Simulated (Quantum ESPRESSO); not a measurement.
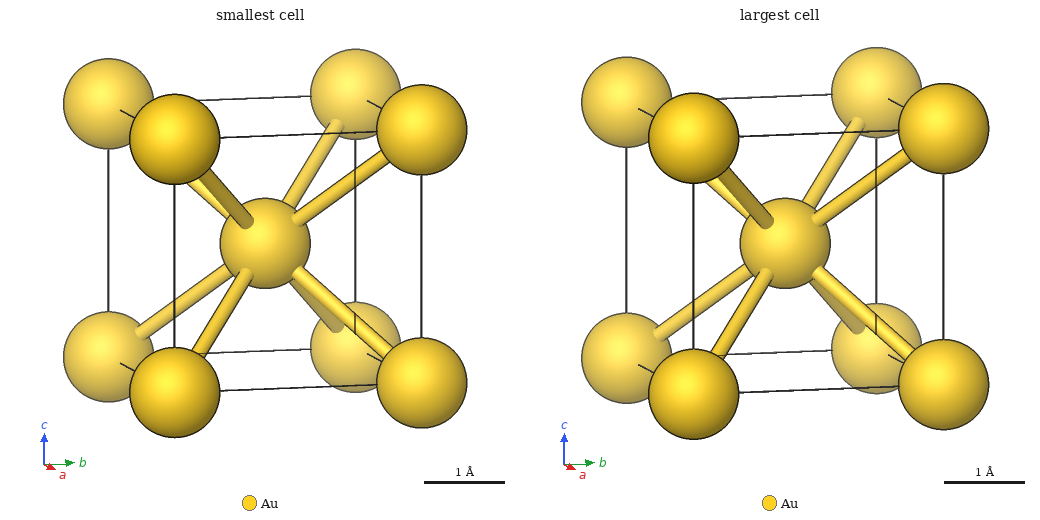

Au, body-centred cubic (W type), space group Im-3m (No. 229), relaxed (cell and atoms, zero pressure) with four choices of dispersion term on top of PBEsol; the smallest and the largest of the relaxed conventional cells are drawn to one scale (sticks follow a distance rule). The start was a structure listed in the Materials Project. This isn't the form of Au at room conditions, which is fcc.

Alike in all runs: Quantum ESPRESSO 7.5; functional PBEsol; potentials GBRV 1.5 PBEsol; cutoff 612 eV; k mesh 11 × 11 × 11 on the run's cell of 1 atom; occupations fermi-dirac, width 0.05 eV; no spin polarisation; no spin-orbit coupling. All runs are metallic.

| level | volume (Å³/atom) | a (Å) |
| --- | --- | --- |
| rVV10 | ? | ? |
| D3(BJ) | 16.62 | 3.215 |
| none | 17.05 | 3.243 |
| D3 | 16.86 | 3.231 |

Q: What does rVV10 give?

A: Volume 16.46 Å³/atom; a 3.205 Å. That is the smallest volume of all.

Q: Order the levels by the relaxed volume, smallest first.

A: rVV10 (16.46 Å³/atom), D3(BJ) (16.62 Å³/atom), D3 (16.86 Å³/atom), none (17.05 Å³/atom). Rows within a few tenths of a per cent can't be told apart.

Caveat: pairwise dispersion terms can overbind metals strongly; spin-orbit coupling is left out, which matters for Au, if less for volumes and forces than for levels.
